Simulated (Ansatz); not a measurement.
```yaml
crystal:
  lattice:
    - [4.29780, 0.00000, 0.00000]
    - [0.00000, 6.07801, 0.00000]
    - [0.00000, 0.00000, 19.29780]
  atoms:
    - { symbol: Cu, position: [0.00000, 0.67418, 0.43224] }
    - { symbol: I, position: [0.50000, 0.51403, 0.37895] }
    - { symbol: Cu, position: [0.50000, 0.33321, 0.50000] }
    - { symbol: I, position: [0.00000, 0.04036, 0.50000] }
    - { symbol: Cu, position: [0.00000, 0.67419, 0.56776] }
    - { symbol: I, position: [0.50000, 0.51403, 0.62105] }
```

Computed without spin polarisation.

Theory: DFT PBE, scalar-relativistic, plane waves, PAW in Ansatz.

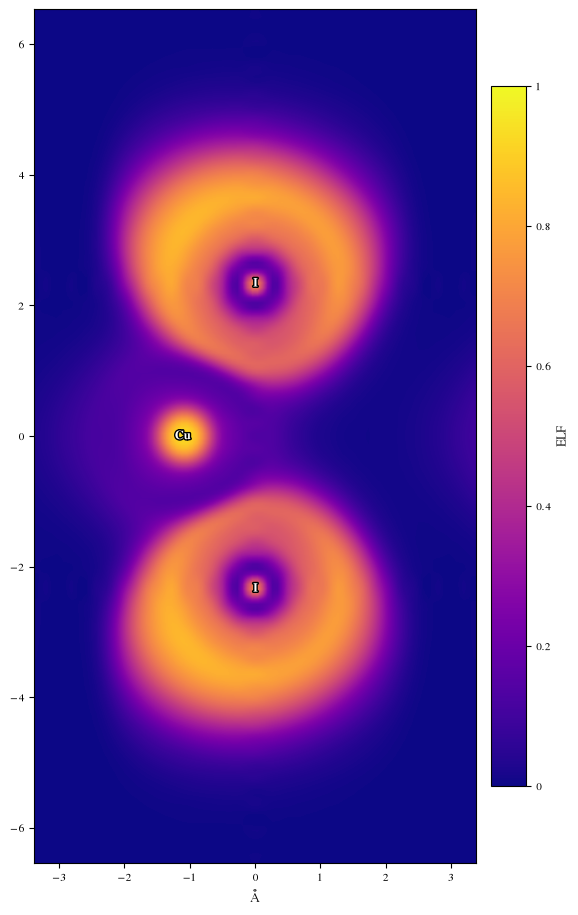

CuI (slab). Electron localisation function on the (100) plane of the calculation cell, a cut from vacuum to vacuum.

In a PAW calculation such maps are meaningful between the atoms, not at the nuclei.

**Interpret the plot.**

- The section cuts through I and Cu sites.
- Cu–I (2.58 Å): the ELF is about 0.55 at the midpoint.
- The features right at Cu lie inside the PAW spheres, where the map follows smoothed inner orbitals and isn't to be read closely.
